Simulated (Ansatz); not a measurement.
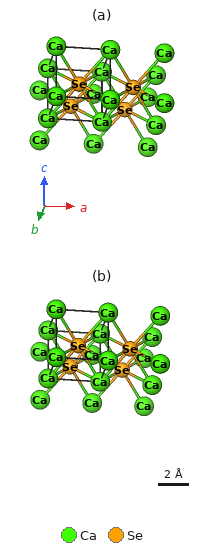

The structure of solid CaSe (built on the CsCl-221 type type) before (top) and after (bottom) a relaxation, at one scale.

The picture is a ball-and-stick view of the cell of the calculation, repeated 2 × 2 × 1 with one cell outlined, seen from a free direction.

Theory: DFT, PBEsol, plane waves, PAW in Ansatz 0.2.0.

Input file:
```yaml
crystal:
  lattice:
    - [3.74226551, 0.0, 0.0]
    - [0.0, 3.74226551, 0.0]
    - [0.0, 0.0, 3.74226551]
  atoms:
    - { symbol: Ca, position: [0.0, 0.0, 0.0] }
    - { symbol: Se, position: [0.5, 0.5, 0.5] }
kpoints:
  mp_grid: { grid: [6, 6, 6] }
hamiltonian:
  xc: pbesol
scf:
  occupations: { method: fermi_dirac, width: 0.03 }
relax:
  f_tol: 0.01
  cell: {}
  max_steps: 120
```

Run as
```bash
ansatz run input.yaml --threads 2 --pin off --max-ram 29491MiB --backend cpu --events-out ev --progress --plain --runs-dir out
```

**What changed between the two?**

The energy falls by 53.4 meV per atom in 2 accepted moves (3 points after the start). All forces vanish by symmetry, so only the cell relaxes. The pressure goes from −5.19 to −0.03 GPa. The SCF was repeated once at an unchanged geometry on a basis and grid sized afresh for the cell, which shifted the energy by 0.1 meV per atom at most. The atoms keep their places relative to the cell (all moves are under 0.005 Å). Cell: a = b = c 3.742 → 3.596 Å (−3.9 %). Volume −11.3 %. Near-neighbour distances that change, for instance: Ca1–Se2 3.241 → 3.114 Å. The space group stays Pm-3m (No. 221). Cost: 2.1 s on 2 threads of AMD EPYC 7R13 Processor (Zen 3), on a shared host, peak memory 0.46 GiB.
